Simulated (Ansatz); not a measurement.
GaN: several calculations on one system

**1. Vibrations**

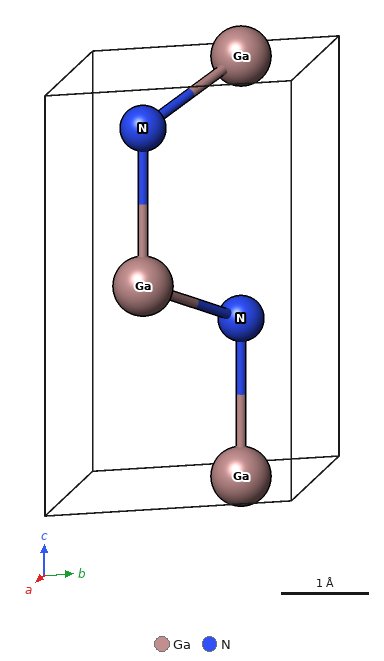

Phonons of crystalline GaN relaxed at 35 GPa, space group P6₃mc (No. 186), at the zone centre. Style: ball-and-stick. Shown: the cell of the calculation, slightly off an axis.

Computed with DFT LDA, scalar-relativistic, plane waves, PAW in Ansatz 0.2.0. (plane-wave cutoff 420 eV; k-point mesh 12 × 12 × 6; occupations fixed; target pressure 35 GPa; no spin polarisation)

Frequencies are those without the non-analytic (LO–TO) term.

List the optical modes.

Answer. The calculation's cell holds 4 atoms, so there are 9 optical modes, in 6 levels. The optical modes span 2E₂ + 2B₁ + A₁ + E₁. No level is unstable.

| level | symmetry | frequency (cm⁻¹) | activity |
| --- | --- | --- | --- |
| 1 | E₂ | 125 | Raman-active |
| 2 | B₁ | 380 | silent |
| 3 | A₁ | 659 | infrared- and Raman-active |
| 4 | E₁ | 676 | infrared- and Raman-active |
| 5 | E₂ | 695 | Raman-active |
| 6 | B₁ | 827 | silent |

The modes drawn as arrows (one member of each degenerate set):

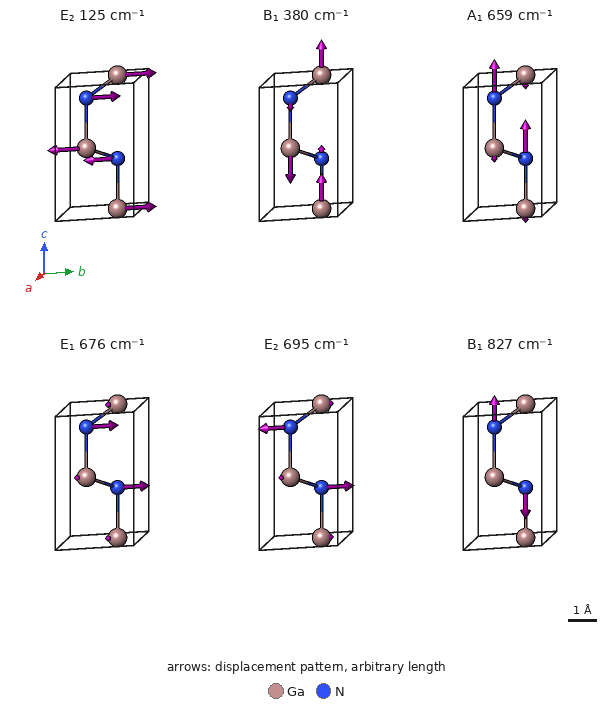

**2. Vibrations**

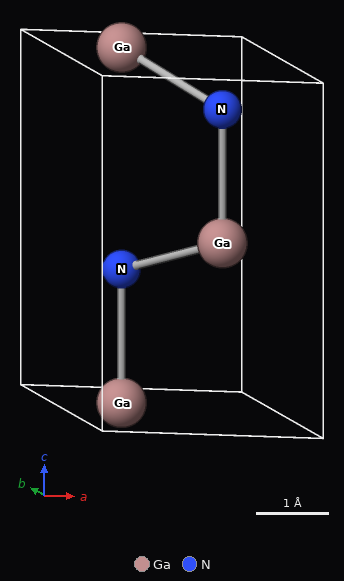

Normal modes of solid GaN relaxed at 7 GPa, space group P6₃mc (No. 186), at the zone centre. A ball-and-stick model of the cell of the calculation, seen slightly off an axis.

Computed with DFT LDA, scalar-relativistic, plane waves, PAW in Ansatz 0.2.0. Set-up: plane-wave cutoff 420 eV; k-point mesh 12 × 12 × 6; occupations fixed; target pressure 7 GPa; no spin polarisation.

Frequencies are those without the non-analytic (LO–TO) term.

**Give the spectrum at this point.**

The calculation's cell holds 4 atoms, so there are 9 optical modes, in 6 levels. The optical modes span 2E₂ + 2B₁ + A₁ + E₁. No level is unstable.

```json
{"level": "1", "symmetry": "E₂", "frequency (cm⁻¹)": "138", "activity": "Raman-active"}
{"level": "2", "symmetry": "B₁", "frequency (cm⁻¹)": "347", "activity": "silent"}
{"level": "3", "symmetry": "A₁", "frequency (cm⁻¹)": "567", "activity": "infrared- and Raman-active"}
{"level": "4", "symmetry": "E₁", "frequency (cm⁻¹)": "588", "activity": "infrared- and Raman-active"}
{"level": "5", "symmetry": "E₂", "frequency (cm⁻¹)": "599", "activity": "Raman-active"}
{"level": "6", "symmetry": "B₁", "frequency (cm⁻¹)": "728", "activity": "silent"}
```

The displacement patterns (one member of each degenerate set):

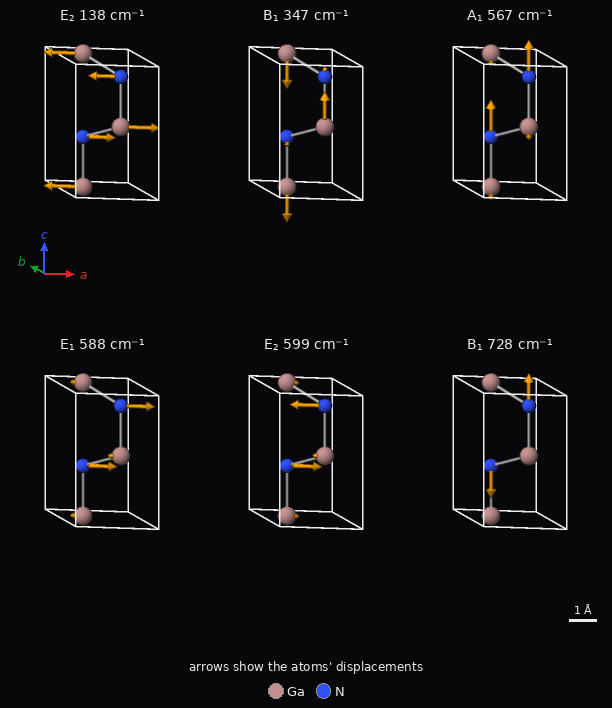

**3. One mode**

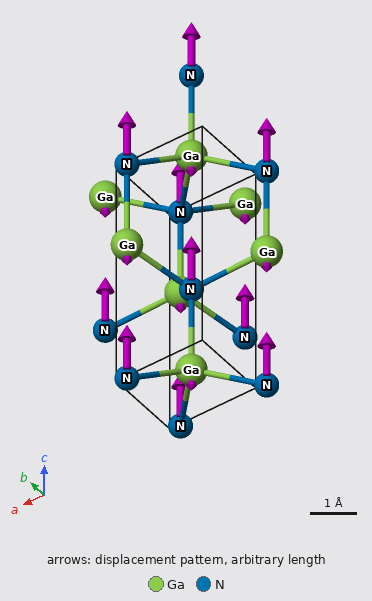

One vibrational mode of a crystal of GaN relaxed at 18 GPa at the zone centre. The purple arrows give the relative displacements of the atoms. Style: ball-and-stick. Shown: the cell of the calculation, from a free direction.

All numbers below come from DFT LDA, scalar-relativistic, plane waves, PAW in Ansatz. Settings: plane-wave cutoff 420 eV; k-point mesh 12 × 12 × 6; occupations fixed; target pressure 18 GPa; no spin polarisation.

Frequencies are those without the non-analytic (LO–TO) term.

> What mode is this, and where does it lie in the spectrum?

This is the A₁ mode at 606 cm⁻¹, optical level 3 of 6, counted from below, infrared- and Raman-active by symmetry. The N sublattice moves against the Ga sublattice, along c; it stretches the shortest Ga–N bonds (1.88 Å); the kinetic energy is shared as N 83 %, Ga 17 %. Its infrared intensity is 28 (D/Å)²/amu.
